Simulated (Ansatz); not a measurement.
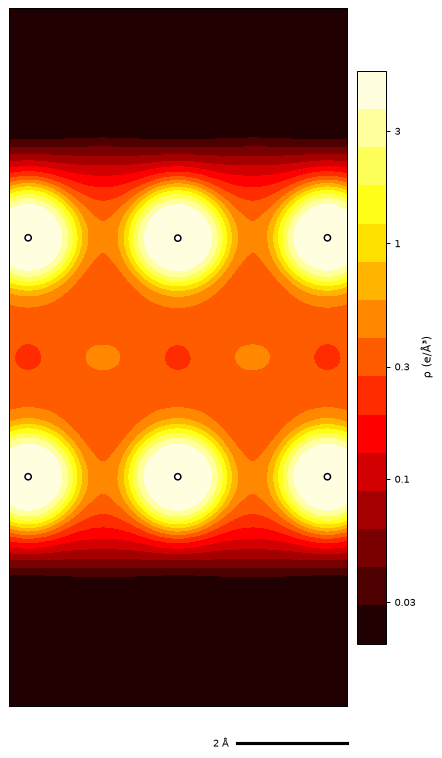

Figure 1: W (slab). Valence charge density (pseudo) on the (010) plane of the calculation cell, a cut from vacuum to vacuum. Circles mark the nuclei in the plane (W).

Computed with Ansatz, DFT PBE+D3(BJ), scalar-relativistic, plane waves, PAW.

In a PAW calculation such maps are meaningful between the atoms, not at the nuclei.

```xyz
12
Lattice="5.4722 0.0000 0.0000 -1.8241 5.1592 0.0000 0.0000 0.0000 25.6280" Properties=species:S:1:pos:R:3 pbc="T T T"
W     0.9120    1.2898    8.0000
W     0.0000    3.8694    8.0000
W     3.6481    1.2898    8.0000
W     2.7361    3.8694    8.0000
W     1.8245    2.5791   10.1836
W     0.9130    5.1585   10.1843
W    -0.9119    2.5794   10.1833
W    -1.8235    5.1591   10.1838
W     2.7365    3.8689   12.3694
W     3.6490    1.2891   12.3637
W     0.0005    3.8688   12.3630
W     0.9128    1.2891   12.3660
```

**What do the fields say about this system?**

Atoms in the plane: W.
W–W (2.74 Å): the density is about 0.43 e/Å³ at the midpoint.
The density dies away to nearly zero in the vacuum.

**Metal or insulator at this level of theory?**

It is metallic or semimetallic at this level of theory: no gap opens.
